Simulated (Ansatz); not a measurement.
# Settings and their price: AlP(100) slab, H on both faces (144 atoms)

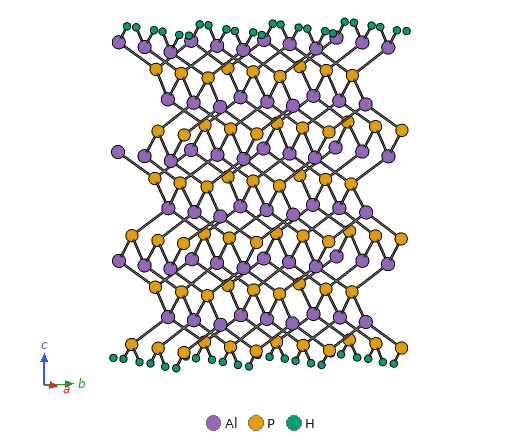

The cell (aluminium purple, phosphorus orange, hydrogen teal). Bonds to atoms that aren't drawn are left out. Some periodic images of atoms are drawn too.

The cell holds 144 atoms: 54 Al, 54 P and 36 H. Cell: a = 11.589 Å, b = 11.589 Å, c = 26.755 Å, α = 90.0°, β = 90.0°, γ = 90.0°. It derives from AlP (zinc-blende). Zinc-blende AlP (a = 5.463 Å), (100) slab of 12 atomic planes, 3 x 3 surface cells, H on the broken bonds of both faces, 10 Å of vacuum; displaced by a Gaussian of 0.02 Å. Regions: slab, 108 atoms (54 Al and 54 P); hydrogen, 36 atoms (36 H). Vacuum lies along c.

Geometry: as built.

Reference run: Kohn-Sham DFT, PBE, PAW (set soft_2), plane waves (Ansatz 0.2.0), cutoff 420 eV, Γ point, fermi-dirac smearing of 0.025 eV.

| Quantity | Value |
| --- | --- |
| r.m.s. force component | 0.4001 eV/Å |
| spacing of highest filled and lowest empty level | 0.0178 eV |
| SCF cycles | 29 |
| time | 77 s on 4 threads of Arm Neoverse V2, shared host |

Q: Estimate how much each variant changes the results, and its time and memory.
- support functions medium
- support functions low
- support functions medium, radius 3.94 Å
- support functions medium, radius 4.27 Å
- support functions medium, radius 4.55 Å
- support functions medium, radius 4.88 Å
- support functions medium, radius 5.49 Å
- support functions medium, radius 6.1 Å
- hamiltonian.dispersion = "d3bjatm", hamiltonian.pseudopotentials.kind = "nc" and scf.lower_state_search = "light"

Each row is set against the plane-wave reference (Kohn-Sham DFT, PBE, PAW (set soft_2), plane waves; r.m.s. force component 0.400 eV/Å). Energies are set beside the reference only for runs with its functional, potentials and electron count. Times are for 4 threads of Arm Neoverse V2, shared host. The reference's time includes the DOS, ELF and grids, which some other runs skip.

| run | Δ force, r.m.s. (meV/Å) | share of r.m.s. force (%) | Δ energy (meV/atom) | cycles | time | host memory (GiB) |
| --- | --- | --- | --- | --- | --- | --- |
| reference | - | - | - | 29 | 77 s | 3.9 |
| support functions medium | 1.21 | 0.303 | -0.998 | 41 | 4.3 min | 4.4 |
| support functions low | 1.07 | 0.267 | -0.998 | 39 | 4.3 min | 4.3 |
| support functions medium, radius 3.94 Å | 1.18 | 0.295 | -0.998 | 47 | 4.6 min | 4.2 |
| support functions medium, radius 4.27 Å | 1.14 | 0.284 | -0.998 | 54 | 9.2 min | 4.7 |
| support functions medium, radius 4.55 Å | 1.10 | 0.276 | -0.998 | 51 | 11 min | 5.0 |
| support functions medium, radius 4.88 Å | 1.12 | 0.281 | -0.998 | 44 | 8.7 min | 5.4 |
| support functions medium, radius 5.49 Å | 1.08 | 0.271 | -0.998 | 37 | 11 min | 6.4 |
| support functions medium, radius 6.1 Å | 1.08 | 0.269 | -0.998 | 36 | 17 min | 7.7 |
| hamiltonian.dispersion = "d3bjatm", hamiltonian.pseudopotentials.kind = "nc" and scf.lower_state_search = "light" | 22.8 | 5.71 | - | 32 | 8.5 min | 7.4 |

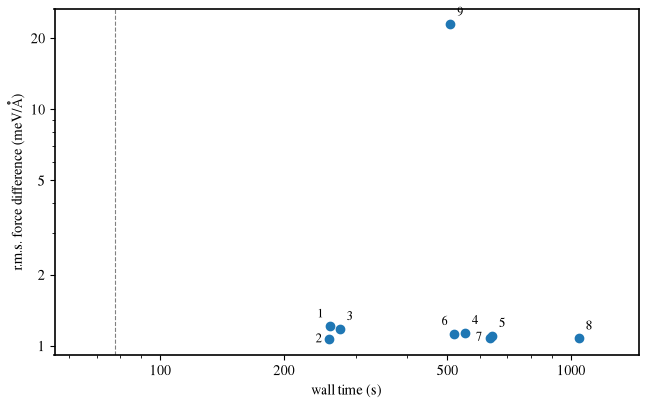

Force difference from the reference against wall time; the dashed line marks the reference's time. Points: 1 support functions medium; 2 support functions low; 3 support functions medium, radius 3.94 Å; 4 support functions medium, radius 4.27 Å; 5 support functions medium, radius 4.55 Å; 6 support functions medium, radius 4.88 Å; 7 support functions medium, radius 5.49 Å; 8 support functions medium, radius 6.1 Å; 9 hamiltonian.dispersion = "d3bjatm", hamiltonian.pseudopotentials.kind = "nc" and scf.lower_state_search = "light".

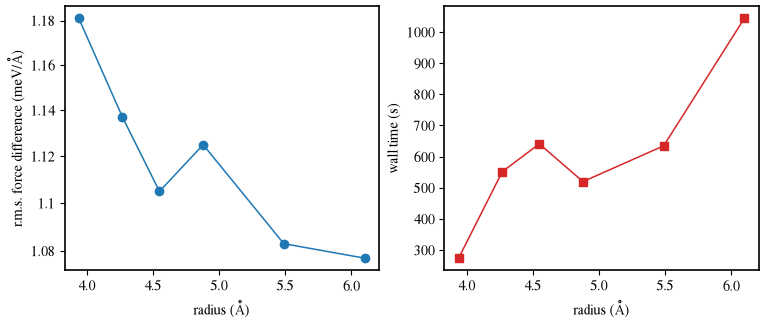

Force difference and time against the radius.

Among numerical settings the force difference runs from 1.1 meV/Å (support functions low) to 1.2 meV/Å (support functions medium). At 144 atoms the fastest of the runs at a preset level, support functions low, takes roughly 3.3 times the time of plane waves (whose run also made extra analyses, so the like-for-like ratio is larger), in 39 SCF cycles against 29. Differences between support functions and plane waves include what basis error the plane-wave run still has. The force difference hardly changes among these support-function runs, which points to the basis of the plane-wave reference as its main source. As the radius goes from 3.94 to 6.1 Å, the force difference goes from 1.2 to 1.1 meV/Å, while the time lies between 4.6 min and 17 min. The slab bears a dipole and has periodic images along its normal, so a spurious field crosses the vacuum.

[Hosts, paths, dates, database ids (printed as entryN), source tags and the programs' standing remarks are cut or masked in the printed files.]
